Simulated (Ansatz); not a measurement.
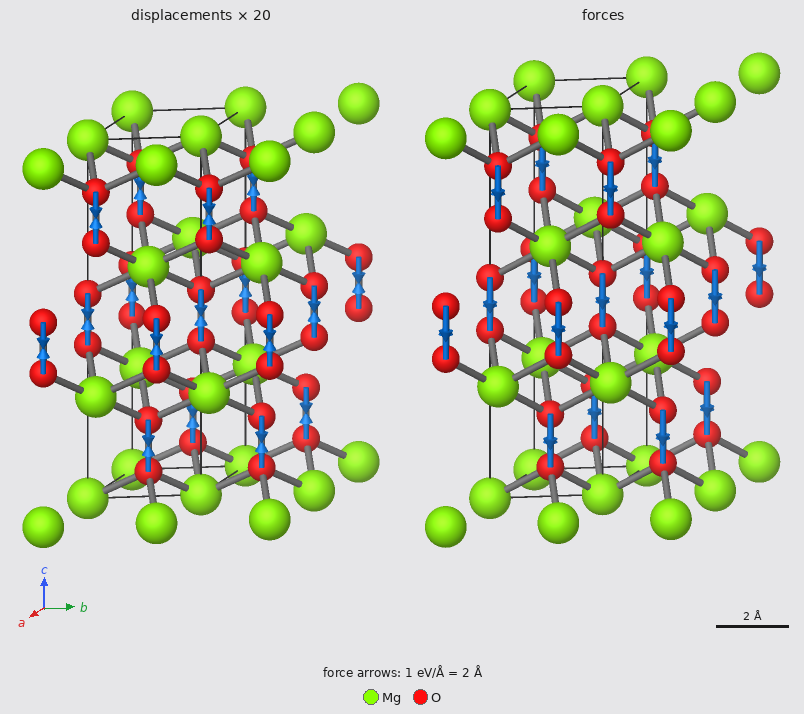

Left: a symmetric starting cell of MgO2, with blue arrows for the displacements applied to it (without the part that the change of the cell carries along). Right: the displaced structure with the computed forces. Besides, the cell is strained by +8.4 % along c and −0.6 % across it (volume +7.2 %). Style: ball-and-stick. Shown: the conventional cell (3 times the calculation's cell), repeated 2 × 2 × 1 with one cell outlined, slightly off an axis. Lengths and directions refer to the drawn axes.

All numbers below come from DFT PBEsol, scalar-relativistic, plane waves, PAW (Ansatz). Set-up: plane-wave cutoff 420 eV; k-point mesh 12 × 12 × 12; occupations gaussian; smearing width 0.02 eV; no spin polarisation.

Where do the forces point?

The O atoms are displaced by 0.04 Å relative to the cell. No relaxation follows. The starting cell wasn't computed here and needn't be at equilibrium, so pressure and forces aren't due to the change alone. The pressure is −14.0 GPa (not all of it need come from the change, since the unchanged cell can be under pressure at this level too). The principal stresses (compression positive) are −32.9 GPa along c and −4.6 GPa across it. The largest forces, 0.53 eV/Å, act on 2 O atoms of the calculation's cell. The forces point along the displacements, not back (a soft direction, or forces left over where the reference was relaxed at another level) (cosine 1.00). Some distances before and after: Mg–O 2.106 → 2.159 Å, O–O 1.493 → 1.539 Å. The space group stays R-3m (No. 166).
